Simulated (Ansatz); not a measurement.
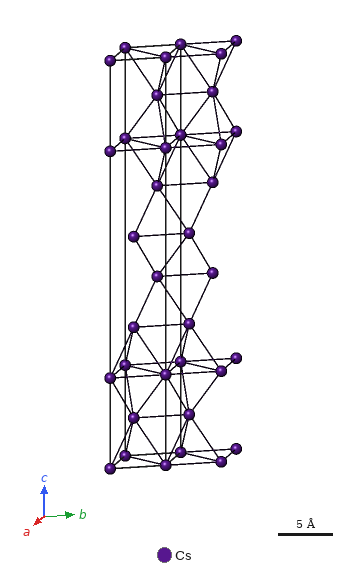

This is the input geometry for a relaxation of crystalline Cs (a generated structure, set up in R-3m). The picture is a ball-and-stick view of the conventional cell (3 times the calculation's cell), repeated 1 × 2 × 1 with one cell outlined, seen from a free direction. Lengths and directions refer to the drawn axes.

Case: K → Cs on all its sites, cell and atoms relaxed.

Method: Ansatz, DFT PBE, scalar-relativistic, plane waves, PAW.

The input:
```yaml
crystal:
  lattice:
    - [2.6934807217, 1.5550818197, 13.1051316453]
    - [-2.6934807217, 1.5550818197, 13.1051316453]
    - [0.0, -3.1101636394, 13.1051316453]
  atoms:
    - { symbol: Cs, position: [0.0, 0.0, 0.0] }
    - { symbol: Cs, position: [0.7777896074, 0.7777896074, 0.7777896074] }
    - { symbol: Cs, position: [0.2222103926, 0.2222103926, 0.2222103926] }
basis:
  ecutwfc: 420
kpoints:
  mp_grid: { grid: [9, 9, 9] }
hamiltonian:
  xc: pbe
scf:
  occupations: { method: gaussian, width: 0.1 }
output:
  forces: true
  stress: true
  eigenvalues: true
relax:
  adjacent_minimum: "off"
  f_tol: 0.01
  max_steps: 60
  cell: { stress_tol: 0.1 }
```

Question: Predict the outcome.

Answer: No atom moves by more than 0.005 Å relative to the cell. The volume changes by +6.3 %, with a = b 5.387 → 5.474 Å (+1.6 %), c 39.315 → 40.472 Å (+2.9 %). Some distances before and after: Cs1–Cs2 5.363 → 5.497 Å, Cs1–Cs1 5.387 → 5.474 Å. The space group stays R-3m (No. 166). After 2 accepted moves (3 points after the start) the energy has fallen by 9.9 meV per cell of the calculation. The pressure goes from 0.14 to 0.01 GPa. At 1 point the geometry stayed and the basis and grid were re-selected for the new cell (energy shift of less than 0.05 meV per cell of the calculation at most each time). The run took roughly 120 core-seconds on a shared host.

Step by step:

```json
{"step": "0", "E − E(0), meV/atom": "0.00", "pressure, GPa": "0.14", "volume, Å³/atom": "109.784", "note": ""}
{"step": "1", "E − E(0), meV/atom": "-0.55", "pressure, GPa": "0.13", "volume, Å³/atom": "110.400", "note": ""}
{"step": "2", "E − E(0), meV/atom": "-3.29", "pressure, GPa": "0.01", "volume, Å³/atom": "116.707", "note": ""}
{"step": "3", "E − E(0), meV/atom": "-3.29", "pressure, GPa": "0.01", "volume, Å³/atom": "116.707", "note": "same geometry, new basis"}
```

The end point in the same view:

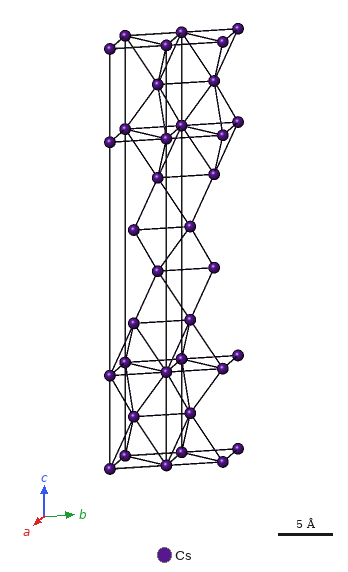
